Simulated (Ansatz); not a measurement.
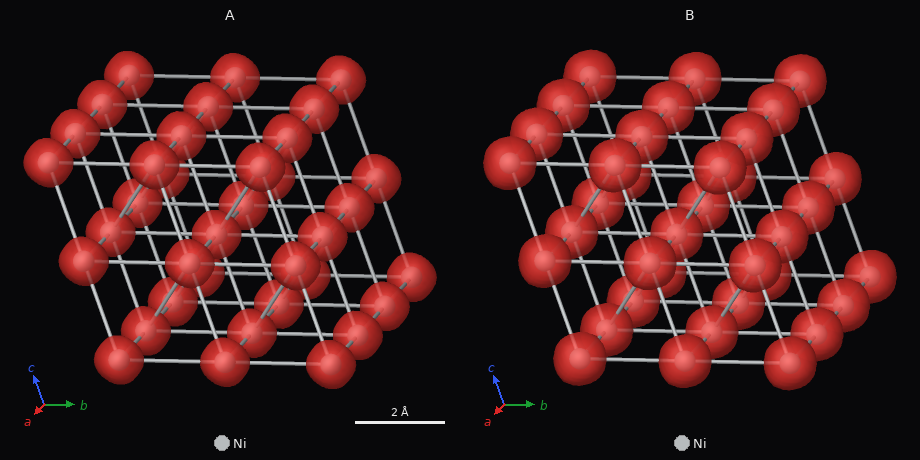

Figure 1: Ni. Spin density of two self-consistent states of the same cell, at +0.3 (red) and −0.3 e/Å³ (blue).

Space group Im-3m; a structure from a database of computed crystals, not necessarily the ambient phase; computed pressure about 22 GPa in this cell; spin-polarised.

Computed with Ansatz 0.2.0, Kohn-Sham DFT of a periodic cell, PBE, Ansatz PAW.

The density is the valence pseudo-density of a PAW calculation; it isn't the true density close to the nuclei.

Q: Describe the two states. Which lies lower in energy?

A: State A: parallel main moments, as they must be, since the calculation's own cell holds one magnetic site; Ni: +0.8 μB in one cell of 1 atoms. State B: parallel main moments, as they must be, since the calculation's own cell holds one magnetic site; Ni: +1.4 μB in one cell of 1 atoms. State A lies lower by 597 meV per atom.
